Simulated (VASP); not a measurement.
# WS2 (Tungstenite): interstitial Li from one void to a neighbouring one

Wanted: the minimum-energy path in WS2 (Tungstenite) for this move: interstitial Li from one void to a neighbouring one. The start is a cell from a database of measured crystal structures.

Program: VASP 6.6.1. Level of theory: PBE, no spin polarisation; plane waves and PAW (W, S), in the first sound run; inputs show where later runs differ. Results are calculated unless marked as measured.

The database entry behind the starting cell differs from later determinations by our own check (an axis about 1.4 % long against later determinations), so it need not match the best structure at ambient conditions.

### 1. The host crystal

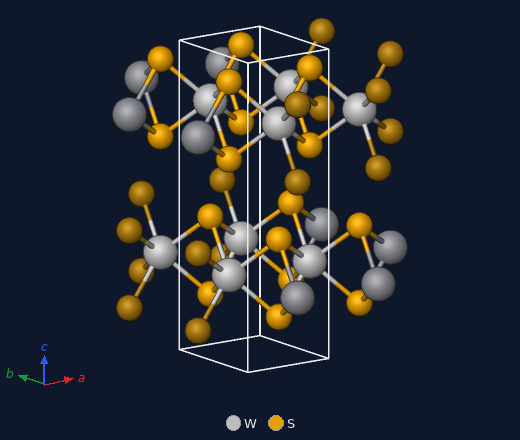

The cell as given, from a free direction (tungsten light grey, sulfur orange). 2×2×1 cells are drawn. Some periodic images of atoms are drawn too.

### 2. Relax the host

First cell and atoms are relaxed at a raised cutoff, so that later runs start from this functional's own cell.

Input file INCAR:

```
SYSTEM = WS2
PREC = Accurate
ENCUT = 350
EDIFF = 1E-06
NELM = 120
ISMEAR = 0
SIGMA = 0.1
LREAL = .FALSE.
ALGO = Normal
GGA = PE
NBANDS = 24
LASPH = .TRUE.
LORBIT = 11
LWAVE = .FALSE.
LCHARG = .FALSE.
KPAR = 5
IBRION = 2
NSW = 40
ISIF = 3
EDIFFG = -0.02
POTIM = 0.4
```

Input file POSCAR:

```
WS2
1.0
    3.1800000000      0.0000000000      0.0000000000
   -1.5900000000      2.7539607840      0.0000000000
    0.0000000000      0.0000000000     12.5000000000
W S
2 4
Direct
    0.6666666667      0.3333333333      0.7500000000
    0.3333333333      0.6666666667      0.2500000000
    0.6666666667      0.3333333333      0.3750000000
    0.3333333333      0.6666666667      0.8750000000
    0.6666666667      0.3333333333      0.1250000000
    0.3333333333      0.6666666667      0.6250000000
```

Input file KPOINTS:

```
Automatic mesh
0
Gamma
7 7 2
0 0 0
```

PAW data sets: W and S (PBE family, release 64).

The run is started by

```bash
$ mpirun -np 5 vasp_std
```

What it wrote:

```text
[banner, memory and clock lines left out]
running    5 mpi-ranks, on    1 nodes
 distrk:  each k-point on    1 cores,    5 groups
 distr:  one band on    1 cores,    1 groups

 POSCAR found type information on POSCAR W S
 POSCAR found :  2 types and       6 ions
|                                                                             |
|           W    W    AA    RRRRR   N    N  II  N    N   GGGG   !!!           |
|           W    W   A  A   R    R  NN   N  II  NN   N  G    G  !!!           |
|           W    W  A    A  R    R  N N  N  II  N N  N  G       !!!           |
|           W WW W  AAAAAA  RRRRR   N  N N  II  N  N N  G  GGG   !            |
|           WW  WW  A    A  R   R   N   NN  II  N   NN  G    G                |
|           W    W  A    A  R    R  N    N  II  N    N   GGGG   !!!           |
|                                                                             |
|     For optimal performance we recommend to set                             |
|       NCORE = 2 up to number-of-cores-per-socket                            |
|     NCORE specifies how many cores store one orbital (NPAR=cpu/NCORE).      |
|     This setting can greatly improve the performance of VASP for DFT.       |
|     The default, NCORE=1 might be grossly inefficient on modern             |
|     multi-core architectures or massively parallel machines. Do your        |
|     Unfortunately you need to use the default for GW and RPA                |
|     calculations (for HF NCORE is supported but not extensively tested      |
|     yet).                                                                   |
|                                                                             |

 LDA part: xc-table for (Slater+PW92), standard interpolation
 POSCAR, INCAR and KPOINTS ok, starting setup
 FFT: planning ... GRIDC
 FFT: planning ... GRID_SOFT
 FFT: planning ... GRID
 WAVECAR not read
 entering main loop
       N       E                     dE             d eps       ncg     rms          rms(c)
DAV:   1     0.140264946198E+03    0.14026E+03   -0.12986E+04   768   0.966E+02
DAV:   2    -0.395998845091E+02   -0.17986E+03   -0.17390E+03  1064   0.235E+02
DAV:   3    -0.500600074408E+02   -0.10460E+02   -0.10396E+02  1024   0.587E+01
DAV:   4    -0.502663786109E+02   -0.20637E+00   -0.20592E+00  1048   0.901E+00
DAV:   5    -0.502707156636E+02   -0.43371E-02   -0.43355E-02  1032   0.116E+00    0.398E+01
DAV:   6    -0.477881175054E+02    0.24826E+01   -0.11745E+01  1120   0.166E+01    0.181E+01
DAV:   7    -0.475014854309E+02    0.28663E+00   -0.34165E+00  1032   0.105E+01    0.919E+00
DAV:   8    -0.473781153805E+02    0.12337E+00   -0.44017E-01  1072   0.414E+00    0.132E+00
DAV:   9    -0.473732897484E+02    0.48256E-02   -0.62471E-02  1048   0.136E+00    0.529E-01
DAV:  10    -0.473720322004E+02    0.12575E-02   -0.14112E-02  1104   0.673E-01    0.369E-01
DAV:  11    -0.473720564767E+02   -0.24276E-04   -0.17321E-03  1048   0.249E-01    0.126E-01
DAV:  12    -0.473720771931E+02   -0.20716E-04   -0.43345E-04  1080   0.129E-01    0.479E-02
DAV:  13    -0.473720845873E+02   -0.73941E-05   -0.34376E-05  1040   0.328E-02    0.158E-02
DAV:  14    -0.473720846089E+02   -0.21599E-07   -0.17036E-06   800   0.772E-03
   1 F= -.47372085E+02 E0= -.47372085E+02  d E =-.473721E+02
 curvature:   0.00 expect dE= 0.000E+00 dE for cont linesearch  0.000E+00
 trial: gam= 0.00000 g(F)=  0.756E-03 g(S)=  0.265E-01 ort = 0.000E+00 (trialstep = 0.100E+01)
 search vector abs. value=  0.273E-01
 bond charge predicted
       N       E                     dE             d eps       ncg     rms          rms(c)
DAV:   1    -0.474076537369E+02   -0.35569E-01   -0.12451E+00   792   0.606E+00    0.205E+00
DAV:   2    -0.473788126210E+02    0.28841E-01   -0.52929E-02   840   0.125E+00    0.121E+00
DAV:   3    -0.473698114910E+02    0.90011E-02   -0.33579E-02   912   0.792E-01    0.345E-01
DAV:   4    -0.473697283653E+02    0.83126E-04   -0.89997E-04  1064   0.195E-01    0.277E-01
DAV:   5    -0.473697134478E+02    0.14917E-04   -0.45228E-04   912   0.109E-01    0.146E-01
DAV:   6    -0.473696656233E+02    0.47825E-04   -0.27432E-04   968   0.923E-02    0.554E-02
DAV:   7    -0.473696657276E+02   -0.10431E-06   -0.12011E-05  1024   0.226E-02    0.414E-02
DAV:   8    -0.473696644056E+02    0.13220E-05   -0.31655E-06   704   0.882E-03    0.338E-02
DAV:   9    -0.473696635115E+02    0.89408E-06   -0.60734E-06   944   0.124E-02
   2 F= -.47369664E+02 E0= -.47369664E+02  d E =0.242110E-02
[... from here on, the cycles between the ionic steps are left out ...]
   3 F= -.47378220E+02 E0= -.47378220E+02  d E =-.613533E-02
   4 F= -.47383054E+02 E0= -.47383054E+02  d E =-.483448E-02
   5 F= -.47392422E+02 E0= -.47392422E+02  d E =-.142023E-01
   6 F= -.47389524E+02 E0= -.47389524E+02  d E =-.113037E-01
   7 F= -.47394838E+02 E0= -.47394838E+02  d E =-.166184E-01
   8 F= -.47397490E+02 E0= -.47397490E+02  d E =-.265153E-02
   9 F= -.47404349E+02 E0= -.47404349E+02  d E =-.951060E-02
  10 F= -.47413561E+02 E0= -.47413561E+02  d E =-.187231E-01
  11 F= -.47416120E+02 E0= -.47416120E+02  d E =-.212820E-01
  12 F= -.47417634E+02 E0= -.47417634E+02  d E =-.227957E-01
  13 F= -.47419757E+02 E0= -.47419757E+02  d E =-.212324E-02
  14 F= -.47420375E+02 E0= -.47420375E+02  d E =-.274115E-02
  15 F= -.47420685E+02 E0= -.47420685E+02  d E =-.309353E-03
  16 F= -.47420832E+02 E0= -.47420832E+02  d E =-.456735E-03
  17 F= -.47420845E+02 E0= -.47420845E+02  d E =-.129607E-04
 trial-energy change:   -0.000013  1 .order   -0.000025   -0.000250    0.000199
 step:   0.4347(harm=  0.4698)  dis= 0.00035  next Energy=   -47.420895 (dE=-0.627E-04)
 bond charge predicted
       N       E                     dE             d eps       ncg     rms          rms(c)
DAV:   1    -0.474210363940E+02   -0.19070E-03   -0.61442E-03   816   0.390E-01    0.105E-01
DAV:   2    -0.474209278039E+02    0.10859E-03   -0.26161E-04   800   0.993E-02    0.541E-02
DAV:   3    -0.474208978672E+02    0.29937E-04   -0.60034E-05   872   0.342E-02    0.251E-02
DAV:   4    -0.474208930799E+02    0.47873E-05   -0.20923E-05   880   0.196E-02    0.104E-02
DAV:   5    -0.474208943197E+02   -0.12398E-05   -0.11306E-06   440   0.627E-03    0.402E-03
DAV:   6    -0.474208947947E+02   -0.47500E-06   -0.38712E-07   408   0.435E-03
  18 F= -.47420895E+02 E0= -.47420895E+02  d E =-.628891E-04
 curvature:  -0.52 expect dE=-0.353E-04 dE for cont linesearch -0.121E-09
 trial: gam= 0.16438 g(F)=  0.358E-04 g(S)=  0.322E-04 ort = 0.392E-06 (trialstep = 0.762E+00)
 search vector abs. value=  0.860E-04
 reached required accuracy - stopping structural energy minimisation
```

It took 1.7 min on 5 MPI ranks of Intel Xeon Platinum 8259CL at 2.50GHz (Skylake/Cascade Lake), shared host; peak memory 1 GiB; 7.9 min of CPU time.

The logs omit lines about the potential files and the build; timing stands in the text.

Parts of OUTCAR (step 2):

```text
ion  position               nearest neighbor table
   1  0.667  0.333  0.750-   4 2.41   6 2.41   4 2.41   6 2.41   4 2.41   6 2.41
   2  0.333  0.667  0.250-   3 2.41   5 2.41   3 2.41   5 2.41   3 2.41   5 2.41
   3  0.667  0.333  0.375-   2 2.41   2 2.41   2 2.41
   4  0.333  0.667  0.875-   1 2.41   1 2.41   1 2.41
   5  0.667  0.333  0.125-   2 2.41   2 2.41   2 2.41
   6  0.333  0.667  0.625-   1 2.41   1 2.41   1 2.41

  LATTYP: Found a hexagonal cell.
 ALAT       =     3.1800000000
 C/A-ratio  =     3.9308176101

 Subroutine GETGRP returns: Found 24 space group operations
 (whereof 12 operations were pure point group operations)

The static configuration has the point symmetry D_3d.
 The point group associated with its full space group is D_6h.

 Found     16 irreducible k-points:

   k-points           NKPTS =     16   k-points in BZ     NKDIM =     16   number of bands    NBANDS=     24

   dimension x,y,z NGX =    20 NGY =   20 NGZ =   80
   dimension x,y,z NGXF=    40 NGYF=   40 NGZF=  160

   ENCUT  =  350.0 eV  25.72 Ry    5.07 a.u.   4.85  4.85 19.07*2*pi/ulx,y,z

   NELECT =      36.0000    total number of electrons

 k-points in reciprocal lattice and weights: Automatic mesh
   0.00000000  0.00000000  0.00000000       0.010
   0.14285714  0.00000000  0.00000000       0.061
   0.28571429  0.00000000  0.00000000       0.061
   0.42857143  0.00000000  0.00000000       0.061
   0.14285714  0.14285714  0.00000000       0.061
   0.28571429  0.14285714  0.00000000       0.122
   0.42857143  0.14285714  0.00000000       0.061
   0.28571429  0.28571429  0.00000000       0.061
   0.00000000  0.00000000  0.50000000       0.010
[...]
0.42857143  0.14285714  0.50000000       0.061
   0.28571429  0.28571429  0.50000000       0.061

 average (electrostatic) potential at core
       1 -41.1222       2 -41.1222       3 -86.8366       4 -86.8366       5 -86.8366
       6 -86.8366

 E-fermi :   5.4253

 k-point     1 :       0.0000    0.0000    0.0000
  band No.  band energies     occupation
    ...
     14       3.0290      2.00000
     15       3.0290      2.00000
     16       3.1801      2.00000
     17       4.2192      2.00000
     18       4.9721      2.00000
     19       7.5151      0.00000
     20       7.5151      0.00000
     21       7.5194      0.00000
     22       7.5194      0.00000
     23       7.6348      0.00000
    ...

 k-point     2 :       0.1429    0.0000    0.0000
  band No.  band energies     occupation
    ...
     14       2.5637      2.00000
     15       3.0507      2.00000
     16       3.5750      2.00000
     17       4.1479      2.00000
     18       4.5381      2.00000
     19       6.9281      0.00000
     20       7.3398      0.00000
     21       7.3444      0.00000
     22       7.3678      0.00000
     23       7.4365      0.00000
    ...

 k-point     3 :       0.2857    0.0000    0.0000
  band No.  band energies     occupation
    ...
     14       2.8003      2.00000
     15       2.8261      2.00000
     16       3.0508      2.00000
     17       3.5146      2.00000
     18       3.6019      2.00000
     19       6.7465      0.00000
     20       7.1090      0.00000
     21       7.1725      0.00000
     22       7.3647      0.00000
     23       7.8186      0.00000
    ...

  Total        0.0388726      0.0388726     -0.0445652      0.0000000     -0.0000000      0.0000000
  in kB        0.5274284      0.5274284     -0.6046661      0.0000000     -0.0000000      0.0000000
  external PRESSURE =       0.1500635 kB  Pullay stress =       0.0000000 kB

  energy-cutoff  :      350.00
  volume of cell :      118.08
      direct lattice vectors                 reciprocal lattice vectors
     3.179894176 -0.000000000  0.000000000     0.314475874  0.181562730 -0.000000000
    -1.589947088  2.753869137 -0.000000000     0.000000000  0.363125461  0.000000000
     0.000000000 -0.000000000 13.484502610    -0.000000000  0.000000000  0.074159205

 POSITION                                       TOTAL-FORCE (eV/Angst)
 -----------------------------------------------------------------------------------
      1.58995      0.91796     10.11338        -0.000000      0.000000     -0.000000
     -0.00000      1.83591      3.37113         0.000000      0.000000     -0.000000
      1.58995      0.91796      4.94163         0.000000      0.000000     -0.015224
     -0.00000      1.83591     11.68388        -0.000000      0.000000     -0.015224
      1.58995      0.91796      1.80062        -0.000000     -0.000000      0.015224
     -0.00000      1.83591      8.54288         0.000000     -0.000000      0.015224
 -----------------------------------------------------------------------------------
    total drift:                               -0.000000      0.000000     -0.000000

  FREE ENERGIE OF THE ION-ELECTRON SYSTEM (eV)
  ---------------------------------------------------
  free  energy   TOTEN  =       -47.4208947947 eV

  energy  without entropy=      -47.4208947947  energy(sigma->0) =      -47.42089479

 reached required accuracy - stopping structural energy minimisation

 total charge
# of ion       s       p       d       tot
------------------------------------------
    1        0.562   0.703   4.258   5.523
    2        0.562   0.703   4.258   5.523
    3        1.359   2.357   0.000   3.717
    4        1.359   2.357   0.000   3.717
    5        1.359   2.357   0.000   3.717
    6        1.359   2.357   0.000   3.717
--------------------------------------------------
tot          6.560  10.836   8.516  25.912

[... 3 further parts left out ...]
```

CONTCAR:

```
WS2
   1.00000000000000
     3.1798941755672487   -0.0000000000000000    0.0000000000000000
    -1.5899470877836244    2.7538691373529289   -0.0000000000000000
     0.0000000000000000   -0.0000000000000000   13.4845026100927203
  W               S
     2     4
Direct
     0.6666666667000030    0.3333333332999970    0.7500000000000000
     0.3333333332999970    0.6666666667000030    0.2500000000000000
     0.6666666667000030    0.3333333332999970    0.3664671739163139
     0.3333333332999970    0.6666666667000030    0.8664671739163138
     0.6666666667000030    0.3333333332999970    0.1335328260836862
     0.3333333332999970    0.6666666667000030    0.6335328260836862
```

This run has no spin polarisation, although W can carry a moment. The gap is read on the k-mesh alone, so it is an upper bound where the band edges lie off the mesh. The data set W keeps the semicore shell frozen, which is cheaper and a little less accurate. The run keeps the 24 symmetry operations of its start, so it cannot find a distortion of lower symmetry.

Step by step:

| step | energy less that of the first step (eV) | largest force (eV/Å) | pressure (GPa) | volume (Å³) |
| --- | --- | --- | --- | --- |
| 1 | 0.0000 | 0.0700 | 1.46 | 109.47 |
| 2 | 0.0024 | 0.4203 | -1.95 | 111.58 |
| 3 | -0.0061 | 0.1584 | -0.14 | 110.43 |
| 4 | -0.0110 | 0.1594 | 0.00 | 110.64 |
| 5 | -0.0203 | 0.1605 | 0.45 | 111.27 |
| 6 | -0.0174 | 0.1536 | 1.48 | 112.48 |
| 7 | -0.0228 | 0.1509 | 0.87 | 111.75 |
| 8 | -0.0254 | 0.1519 | 0.77 | 112.09 |
| 9 | -0.0323 | 0.1547 | 0.39 | 113.11 |
| 10 | -0.0415 | 0.1547 | -0.26 | 115.16 |
| 11 | -0.0440 | 0.1390 | -1.34 | 119.31 |
| 12 | -0.0455 | 0.1408 | -0.90 | 117.59 |
| 13 | -0.0477 | 0.0957 | 0.41 | 117.92 |
| 14 | -0.0483 | 0.0207 | 0.01 | 117.82 |
| 15 | -0.0486 | 0.0146 | 0.07 | 117.87 |
| 16 | -0.0487 | 0.0071 | 0.17 | 117.94 |
| 17 | -0.0488 | 0.0364 | -0.12 | 118.22 |
| 18 | -0.0488 | 0.0152 | 0.01 | 118.08 |

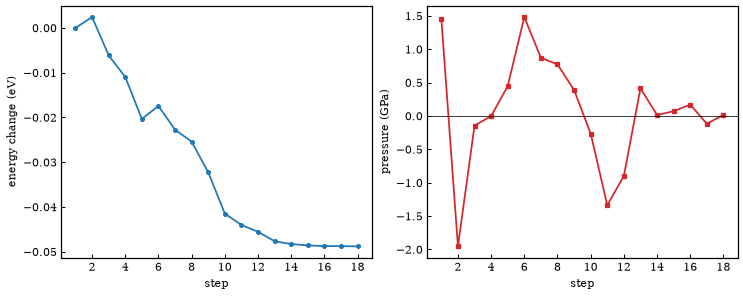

Energy and pressure along the relaxation.

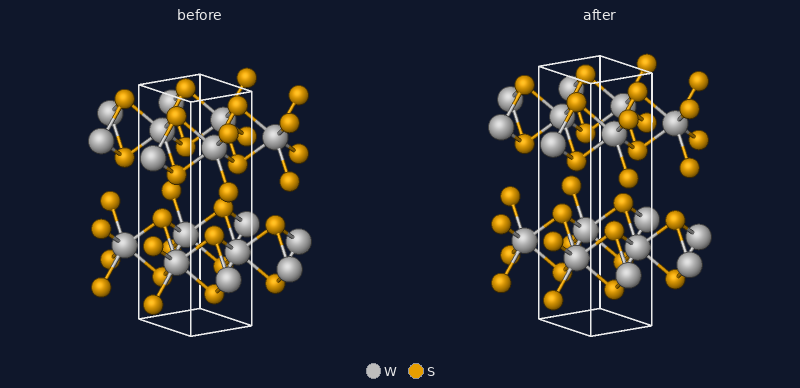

Before and after, at one scale.

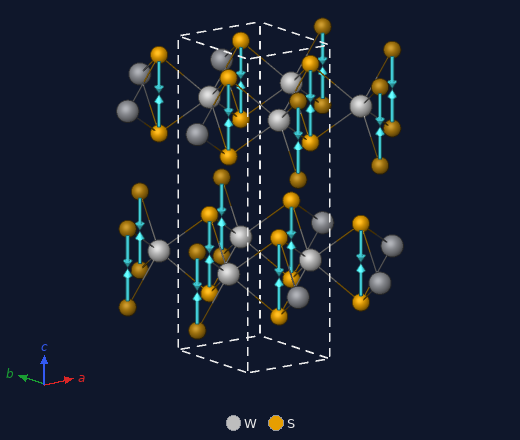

Displacements in the relaxation, exaggerated, measured against the changing cell; the longest in the cell stands for 0.12 Å. 2×2×1 cells are drawn. Some periodic images of atoms are drawn too.

| conventional cell, symmetrised | before | after | change |
| --- | --- | --- | --- |
| a (Å) | 3.180 | 3.180 | -0.0 % |
| b (Å) | 3.180 | 3.180 | -0.0 % |
| c (Å) | 12.500 | 13.485 | +7.9 % |
| volume (Å³/atom) | 18.24 | 19.68 | +7.9 % |

The atoms that moved most (Å, as changes of fractional coordinates times the final cell):

| atom | dx | dy | dz | length |
| --- | --- | --- | --- | --- |
| S4 | 0.000 | 0.000 | -0.115 | 0.115 |
| S6 | 0.000 | 0.000 | 0.115 | 0.115 |
| S5 | 0.000 | 0.000 | 0.115 | 0.115 |
| S3 | 0.000 | 0.000 | -0.115 | 0.115 |

Final coordinates:

```cif
data_structure
_symmetry_space_group_name_H-M 'P 1'
_symmetry_Int_Tables_number 1
_cell_length_a 3.1799
_cell_length_b 3.1799
_cell_length_c 13.4845
_cell_angle_alpha 90.000
_cell_angle_beta 90.000
_cell_angle_gamma 120.000
_cell_volume 118.08
loop_
_atom_site_label
_atom_site_type_symbol
_atom_site_fract_x
_atom_site_fract_y
_atom_site_fract_z
_atom_site_occupancy
W1 W 0.66667 0.33333 0.75000 1
W2 W 0.33333 0.66667 0.25000 1
S3 S 0.66667 0.33333 0.36647 1
S4 S 0.33333 0.66667 0.86647 1
S5 S 0.66667 0.33333 0.13353 1
S6 S 0.33333 0.66667 0.63353 1
```

This step gave:

* electronic steps: 152
* electrons: 36
* free energy (TOTEN): -47.42 eV
* Fermi energy: 5.425 eV
* metallic: no
* gap on the k-mesh: 1.471 eV
* least direct gap on the k-mesh: 2.381 eV

The run ended after 18 ionic steps, 0.049 eV below its first step, once forces and stress met EDIFFG = -0.02.

An edge changed by 8 % against the database cell. Without a dispersion term, weakly bound directions of a crystal swell by this much or more.

[end of part 1 of 6]

[Lines on the potential files, build, host, timing and source positions are cut from VASP's logs without a mark.]

[Logs are printed without paths, hosts, clocks, repeated set-up lines and the standing remarks that a program may print on its own settings, such as how far it seeks lower states.]

[Hosts, paths, dates, database ids (printed as entryN), source tags and the programs' standing remarks are cut or masked in the printed files.]

[Runs that stopped without an error message from VASP are left out.]
